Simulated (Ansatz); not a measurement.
# Single-point calculation, with input and output: Al2Ru

System: Al2Ru (3 atoms in the cell).
Method: DFT r2SCAN, spin-orbit coupling, plane waves, PAW (Ansatz 0.2.0).

The structure derives from a Materials Project entry. It belongs to a series of runs on one base structure; here: spin orbit: on. Figures and captions count atoms from 1; the log counts them from 0 in places.

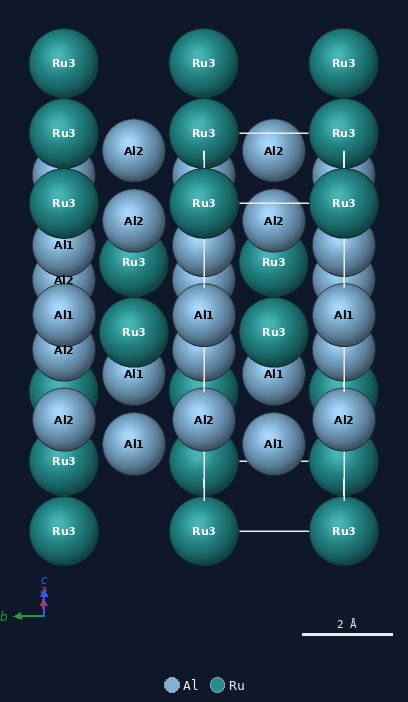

*The structure (spheres-only view of the cell 2 times as large as that of the calculation, set on its symmetry axes, repeated 2 × 2 × 1, seen at an oblique angle; atoms are numbered from 1 in the order of the input). An atom can appear more than once, as a periodic image.*

Summary

```csv
quantity,value
outcome,converged
space group (tolerance 0.01 Å),I4/mmm (139)
electrons treated,22
free energy,−6966.9841 eV
Fermi energy,14.118 eV
gap on the k-point mesh,none (metallic)
net moment of the cell,0.00 μB
integrated absolute moment,0.00 μB
pressure,0.14 GPa
largest force (length of the vector),0.016 eV/Å
hardware,"1 thread of AMD EPYC (Zen 5), 16 GiB of memory available, shared host"
wall time,81 s
peak memory,1.4 GiB
```

Input file
```yaml
crystal:
  lattice:
    - [-1.56042162, 1.56042162, 4.22180559]
    - [1.56042162, -1.56042162, 4.22180559]
    - [1.56042162, 1.56042162, -4.22180559]
  atoms:
    - { symbol: Al, position: [0.65920219, 0.65920219, 0.0] }
    - { symbol: Al, position: [0.34079781, 0.34079781, 0.0] }
    - { symbol: Ru, position: [0.0, 0.0, 0.0] }
basis:
  ecutwfc: 500
kpoints:
  mp_grid: { grid: [18, 18, 18] }
hamiltonian:
  xc: r2scan
scf:
  occupations: { method: gaussian, width: 0.1 }
output:
  forces: true
  stress: true
  eigenvalues: true
  populations: true
magnetization:
  noncollinear: true
  spin_orbit: true
```

Launched with:
```bash
ansatz run input.yaml --threads 1 --pin off --max-ram 2560MiB --backend cpu --events-out ev --progress --plain --runs-dir out
```

What the program printed
```
basis.fft_grid_basis auto: the FFT boxes are laid along the combinations [[1, 0, 1], [0, 1, 1], [0, 0, 1]] of the cell's own vectors, 3.121, 3.121 and 4.764 Å long. The dense box has 24×24×36 points. Along the cell's own vectors, as sized, it would have 36×36×36, 2.25 times as many. Of the 16 symmetry operations that the crystal satisfies within crystal.symmetry.tolerance (time reversal apart; of a slab, those that keep its plane) the dense box along the cell's own vectors carries 16, and the one as laid loses 12 of those. basis.fft_grid_basis: typed keeps the cell's own vectors: state it where this run's energies or levels are differenced outside the engine with another run's, or held beside a run that keeps those vectors.
Engine: ansatz 0.2.0, x86_64-unknown-linux-gnu
Pseudopotentials: kind: paw_fr
Pseudopotential: Al, paw_fr, valence charge 3, recommended cutoff 500 eV (meta_gga), Al.paw.azcp#standard-fr
Pseudopotential: Ru, paw_fr, valence charge 16, recommended cutoff 500 eV (meta_gga), Ru.paw.azcp#standard-fr
Functional definition: r2SCAN
  parameter k0 = 0.174
  parameter k1 = 0.065
  parameter a1 = 4.9479
  exchange = r2scan_x(k0 = k0, k1 = k1, a1 = a1)
  correlation = r2scan_c
non-collinear run that drives no moment, with spin-orbit: no starting moment large enough to seed its density (crystal.atoms[].spin), no starting occupations that ask for one, no magnetisation constraint and no magnetic field, so the semilocal B_xc is pinned to zero
Crystal: 3 atoms, lattice volume = 41.119 Å³
Basis set: ecut = 500 eV, 1047 PW (Γ), FFT grids on a1+a3, a2+a3, a3, exchange–correlation on 96×96×144 points (64 copies of the dense FFT grid, shifted against one another)
Bands: 30, of which v1, the nominal top of the filled ones, is band 22 counted from 1 (21 counted from 0)
Symmetry: 16 space group operations + 16 with time reversal
Magnetic group: BNS 139.532 (UNI 1192), of the structure as read, at distance tolerance 3.5e-5 Å
k-points: 480 of 5832
Projection manifold: j_resolved (fully-relativistic pseudo-atomic orbitals)
Non-local potential: Al, projectors of the file, l = 0: 2, l = 1: 4, l = 2: 2
Non-local potential: Ru, projectors of the file, l = 0: 3, l = 1: 4, l = 2: 4, l = 3: 2
PAW form: soft (Blöchl's): semilocal exchange-correlation on the pseudo side does not see the compensation charge
PAW frozen core: Al, regenerated for the run's functional (the file was generated under x = pbe(κ = 0.804, μ = 0.2195149727645171), c = pbe(β = 0.06672455060314922))
PAW frozen core: Ru, regenerated for the run's functional (the file was generated under x = pbe(κ = 0.804, μ = 0.2195149727645171), c = pbe(β = 0.06672455060314922))
PAW one-centre angular grid: Al, 302 points (default); XC on 224 Gauss nodes
PAW one-centre angular grid: Ru, 590 points (default); XC on 224 Gauss nodes
Initial density: superposition of atomic densities (chi_scale 0.1, normalization cell, long waves kept (reshape's long-wave potential 0.00 eV rms))
Initial wavefunctions: pseudopotential atomic-orbital guess
Functional: x = r2scan, c = r2scan; τ floored in thin density (d = 2e-4 eV/Å³)
SCF iter   1: F=—  HF=-6968.138086 eV  |F-HF|=—  |Δ(HF+E_count)|=         —  Δρ=1.17e-1  dr2=7.16e0  dr2_τ=7.54e-2  dr2_m=0.00e0 (ungated)  ethr=3.10e-3  |M|=0.00e0 ∫|m|=0.00e0 μB  |m|>n=0.0e0 m-floor=0.0e0 τ_xc=0.0e0  β_m=0.30  ⟨swp⟩=6.6  Hψ=37920  notcnv=0  defer=22
preconditioner: auto → none  [insulator: Δε(μ)=0.457 eV  Ē_g=7.778 eV  σ=0.100 eV  W_gap=1.00  n_scr=10 (ndim 8)  ℏωp=21.7 eV  f_vac=0.000  D(μ)=0.00/eV (n_scr^D=0)  ε∞_Penn≈8.8]
SCF iter   2: F=—  HF=-6967.272659 eV  |F-HF|=—  |Δ(HF+E_count)|=   8.65e-1  Δρ=5.25e-2  dr2=2.13e0  dr2_τ=1.15e-1  dr2_m=0.00e0 (ungated)  ethr=3.10e-3  |M|=0.00e0 ∫|m|=0.00e0 μB  |m|>n=0.0e0 m-floor=0.0e0 τ_xc=0.0e0  β_m=0.26  ⟨swp⟩=3.2  Hψ=16920  notcnv=0  defer=1478
preconditioner: auto → Kerker (q_TF=auto, 2.458 Å⁻¹)  [metal: Δε(μ)=0.014 eV  Ē_g=7.990 eV  σ=0.100 eV  W_gap=0.08  n_scr=10 (ndim 8)  ℏωp=21.7 eV  f_vac=0.000  D(μ)=1.28/eV (n_scr^D=10)]
spin=Noncollinear: Kerker preconditioning applied to the charge; magnetization (m_x, m_y, m_z) channels mix plain (no charge-response kernel on spin).
SCF iter   3: F=—  HF=-6967.012552 eV  |F-HF|=—  |Δ(HF+E_count)|=   2.60e-1  Δρ=3.37e-2  dr2=3.44e-1  dr2_τ=1.51e-3  dr2_m=0.00e0 (ungated)  ethr=3.10e-3  |M|=0.00e0 ∫|m|=0.00e0 μB  |m|>n=0.0e0 m-floor=0.0e0 τ_xc=0.0e0  β_m=0.43  ⟨swp⟩=2.3  Hψ=12347  notcnv=0  defer=1308
SCF iter   4: F=—  HF=-6967.013898 eV  |F-HF|=—  |Δ(HF+E_count)|=   1.35e-3  Δρ=1.62e-2  dr2=1.68e-1  dr2_τ=3.85e-3  dr2_m=0.00e0 (ungated)  ethr=1.57e-3  |M|=0.00e0 ∫|m|=0.00e0 μB  |m|>n=0.0e0 m-floor=0.0e0 τ_xc=0.0e0  β_m=0.48  ⟨swp⟩=2.5  Hψ=11930  notcnv=0  defer=1296
SCF iter   5: F=—  HF=-6966.988852 eV  |F-HF|=—  |Δ(HF+E_count)|=   2.50e-2  Δρ=1.17e-2  dr2=4.06e-2  dr2_τ=5.49e-4  dr2_m=0.00e0 (ungated)  ethr=7.64e-4  |M|=0.00e0 ∫|m|=0.00e0 μB  |m|>n=0.0e0 m-floor=0.0e0 τ_xc=0.0e0  β_m=0.74  ⟨swp⟩=1.5  Hψ=7666  notcnv=0  defer=1292
SCF iter   6: F=—  HF=-6966.984344 eV  |F-HF|=—  |Δ(HF+E_count)|=   4.51e-3  Δρ=1.95e-3  dr2=1.85e-3  dr2_τ=3.31e-5  dr2_m=0.00e0 (ungated)  ethr=1.85e-4  |M|=0.00e0 ∫|m|=0.00e0 μB  |m|>n=0.0e0 m-floor=0.0e0 τ_xc=0.0e0  β_m=0.87  ⟨swp⟩=2.4  Hψ=11947  notcnv=0  defer=1300
SCF iter   7: F=—  HF=-6966.984081 eV  |F-HF|=—  |Δ(HF+E_count)|=   2.63e-4  Δρ=6.31e-4  dr2=1.71e-4  dr2_τ=1.26e-6  dr2_m=0.00e0 (ungated)  ethr=8.40e-6  |M|=0.00e0 ∫|m|=0.00e0 μB  |m|>n=0.0e0 m-floor=0.0e0 τ_xc=0.0e0  β_m=0.94  ⟨swp⟩=1.9  Hψ=10046  notcnv=0  defer=1300
SCF iter   8: F=—  HF=-6966.984053 eV  |F-HF|=—  |Δ(HF+E_count)|=   2.75e-5  Δρ=6.45e-5  dr2=2.16e-6  dr2_τ=1.42e-8  dr2_m=0.00e0 (ungated)  ethr=7.79e-7  |M|=0.00e0 ∫|m|=0.00e0 μB  |m|>n=0.0e0 m-floor=0.0e0 τ_xc=0.0e0  β_m=0.97  ⟨swp⟩=2.3  Hψ=8761  notcnv=0  defer=1300
SCF iter   9: F=—  HF=-6966.984053 eV  |F-HF|=—  |Δ(HF+E_count)|=   2.31e-8  Δρ=5.81e-6  dr2=8.92e-9  dr2_τ=1.80e-10  dr2_m=0.00e0 (ungated)  ethr=4.55e-10  |M|=0.00e0 ∫|m|=0.00e0 μB  |m|>n=0.0e0 m-floor=0.0e0 τ_xc=0.0e0  β_m=0.98  ⟨swp⟩=8.9  Hψ=36538  notcnv=0
SCF iter  10: F=-6966.984053 eV  HF=-6966.984053 eV  |F-HF|=0.00e0  |Δ(HF+E_count)|=  6.68e-10  Δρ=1.59e-6  dr2=3.23e-10  dr2_τ=1.70e-11  dr2_m=0.00e0 (ungated)  ethr=4.06e-11  |M|=0.00e0 ∫|m|=0.00e0 μB  |m|>n=0.0e0 m-floor=0.0e0 τ_xc=0.0e0  ⟨swp⟩=1.7  Hψ=22010  notcnv=0
SCF 1 converged in 10 iterations: F = -6966.984053 eV  dr2 = 3.23e-10
  greatest PAW one-centre occupation: 0.996 electrons in one spin orbital (limit 2), on the Ru atom at site 2 (counted from 0), in its partial waves of l = 1
```

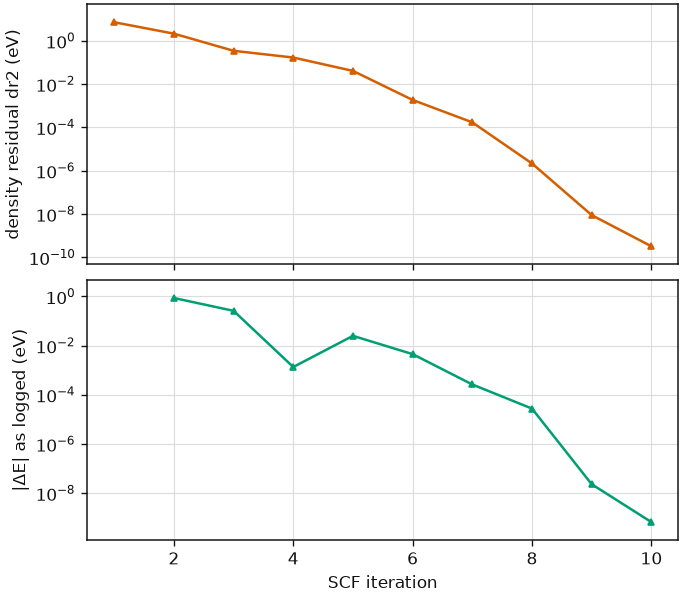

*Convergence of the self-consistent field: density residual dr2 and size of the energy change against the SCF iteration.*

The residual falls at every step.

```
SCF converged after 10 iterations
Magnetization: |M| = 0.0000 μB,  M = (+0.0000, +0.0000, +0.0000) μB
Absolute magnetization: 0.0000 μB (∫|m|)
  site 0: m = (+0.0000, +0.0000, +0.0000) μB, |m| = 0.0000 μB  (R = 1.07 Å)
  site 1: m = (+0.0000, +0.0000, +0.0000) μB, |m| = 0.0000 μB  (R = 1.07 Å)
  site 2: m = (+0.0000, +0.0000, +0.0000) μB, |m| = 0.0000 μB  (R = 1.07 Å)
Free energy (F): -6966.984053 eV
Harris-Foulkes:  -6966.984053 eV  (|F-HF|=0.00e0)
Internal energy: -6966.983578 eV  (E = F + TS)
E sigma→0 (E₀):  -6966.983816 eV
Entropy (-TS):   -0.000475 eV (-0.158 meV/atom)
Fermi energy:    14.118173 eV
--- Per-component energies (eV) ---
  E_band       = -161.664418
  E_kinetic    = 566.613307
  E_local      = -2142.452350  (includes V_loc(G=0)·N_el)
  E_nonlocal   = 362.050604
  E_hartree    = 800.162030
  E_xc         = -260.621320
  E_vxc        = -333.793813  (∫ρ·V_xc dr)
  E_paw        = -4418.921239  (= ΣΔE_a)
  E_vpaw       = -236.186076  (= ΣTr[D̂ρ^β])
  E_aug_tail   = 0.000083  (compensation charges beyond the density's cutoff)
  E_vtau       = 21.779908  (kinetic-family band-sum trace: ∫τ·v_τ [+ j·A + Jᵃ·Aᵃ] dr)
  E_ewald      = -1873.383606
  E_core_change = -0.431087  (= ΣΔE_core)
  E_smearing   = -0.000475  (= −TS)
  E_closure    = 0.000000  (closes the sum)
  Σ components = -6966.984053   (vs F -6966.984053, Δ=0.00e0)
--- Forces (eV/Å), atoms counted from 1 ---
  atom   1  Al     0.00000000     0.00000000    -0.01603447
  atom   2  Al     0.00000000     0.00000000     0.01603447
  atom   3  Ru    -0.00000000     0.00000000    -0.00000000
  max |Σ_I F_I| component: 4.86e-17 eV/Å
--- Stress (GPa, compression-positive) ---
        0.193077      -0.000000       0.000000
       -0.000000       0.193077       0.000000
        0.000000       0.000000       0.033549
  P = ⅓ Tr σ = 0.1399 GPa (1.399 kbar)
--- Band table (eV; the first three rows and the last of 480) ---
  k-point 0: bands = ["-60.7084", "-60.7084", "-32.2328", "-32.2328", "-28.9176", "-28.9176", "-28.8726", "-28.8726", "2.5272", "2.5272", "8.3329", "8.3329", "10.1486", "10.1486", "11.8488", "11.8488", "11.9620", "11.9620", "12.0075", "12.0075", "12.9568", "12.9568", "16.6312", "16.6312", "18.8355", "18.8355", "20.4473", "20.4473", "20.6497", "20.6497"]
  k-point 1: bands = ["-60.7078", "-60.7078", "-32.2349", "-32.2349", "-28.9220", "-28.9220", "-28.8733", "-28.8733", "2.6347", "2.6347", "8.4269", "8.4269", "10.1933", "10.1933", "11.3735", "11.3735", "11.7637", "11.7637", "12.6089", "12.6089", "12.8244", "12.8244", "16.6068", "16.6068", "18.4491", "18.4491", "20.0325", "20.0325", "20.3014", "20.3014"]
  k-point 2: bands = ["-60.7061", "-60.7061", "-32.2407", "-32.2407", "-28.9347", "-28.9347", "-28.8755", "-28.8755", "2.9533", "2.9533", "8.6961", "8.6961", "10.3279", "10.3279", "10.9033", "10.9033", "11.3727", "11.3727", "12.4284", "12.4284", "13.2916", "13.2916", "16.5546", "16.5546", "17.8701", "17.8701", "19.0580", "19.0580", "19.9527", "19.9527"]
  k-point 479: bands = ["-60.7084", "-60.7084", "-32.2335", "-32.2335", "-28.9177", "-28.9177", "-28.8748", "-28.8748", "4.4551", "4.4551", "5.1736", "5.1736", "9.9658", "9.9658", "11.3144", "11.3144", "12.3094", "12.3094", "12.4079", "12.4079", "12.9901", "12.9901", "17.3966", "17.3966", "17.5107", "17.5107", "20.5843", "20.5843", "20.9719", "20.9719"]
--- Löwdin populations: 3 sites ---
  site symbol       q [e]
     0     Al      2.9388
     1     Al      2.9388
     2     Ru     15.9761
  spilling = 0.006651 (of n_electrons = 22.000000)
```

File populations.tsv
```
# site	symbol	l	j	q
# orbitals = lowdin
# n_electrons = 22.000000
# spilling = 0.006651
0	Al	0_3S	0.5	0.753086
0	Al	1_3P	0.5	0.733026
0	Al	1_3P	1.5	1.452657
1	Al	0_3S	0.5	0.753086
1	Al	1_3P	0.5	0.733026
1	Al	1_3P	1.5	1.452657
2	Ru	0_4S	0.5	1.911641
2	Ru	0_5S	0.5	0.455786
2	Ru	1_4P	0.5	1.995013
2	Ru	1_4P	1.5	3.988075
2	Ru	2_4D	1.5	3.106031
2	Ru	2_4D	2.5	4.519601
```
